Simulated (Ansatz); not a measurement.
```cif
data_structure
_symmetry_space_group_name_H-M 'P 1'
_symmetry_Int_Tables_number 1
_cell_length_a 2.5395
_cell_length_b 2.5395
_cell_length_c 25.7742
_cell_angle_alpha 90.000
_cell_angle_beta 90.000
_cell_angle_gamma 90.000
_cell_volume 166.22
loop_
_atom_site_label
_atom_site_type_symbol
_atom_site_fract_x
_atom_site_fract_y
_atom_site_fract_z
_atom_site_occupancy
Co1 Co 0.50000 0.50000 0.29099 1
Co2 Co 0.00000 0.00000 0.36066 1
Co3 Co 0.50000 0.50000 0.43033 1
Co4 Co 0.00000 0.00000 0.50000 1
Co5 Co 0.50000 0.50000 0.56967 1
Co6 Co 0.00000 0.00000 0.63934 1
Co7 Co 0.50000 0.50000 0.70901 1
```

Not relaxed (largest force 0.7 eV/Å); the program warned that a starting moment wasn't kept; spin-polarised.

Method: Ansatz 0.2.0, Kohn-Sham DFT of a periodic cell, PBE, Ansatz PAW.

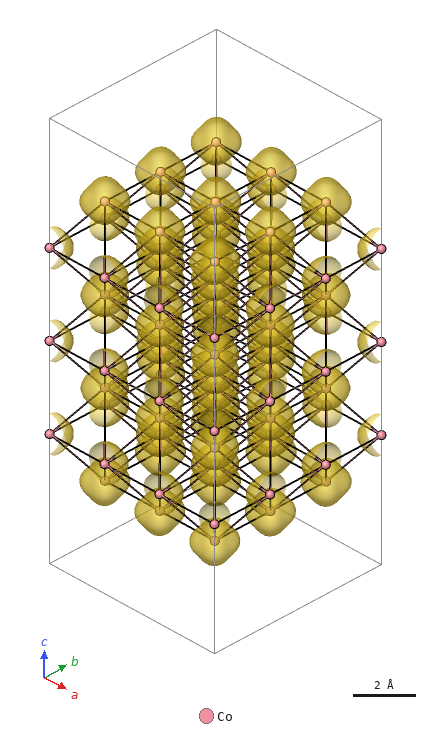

Co (slab). Isosurface of the spin density at +0.2 e/Å³ (yellow), seen at an oblique angle. Sticks mark near contacts.

The density is the valence pseudo-density of a PAW calculation; it isn't the true density close to the nuclei.

**Where is the spin, and how is it ordered?**

The spin density sits on Co: +1.9 μB (×2) and +1.8 μB (×5) in one cell of 7 atoms: parallel main moments (a ferromagnetic arrangement) in this solution. The cell of the calculation (7 atoms) carries 12.4 μB of net spin moment.
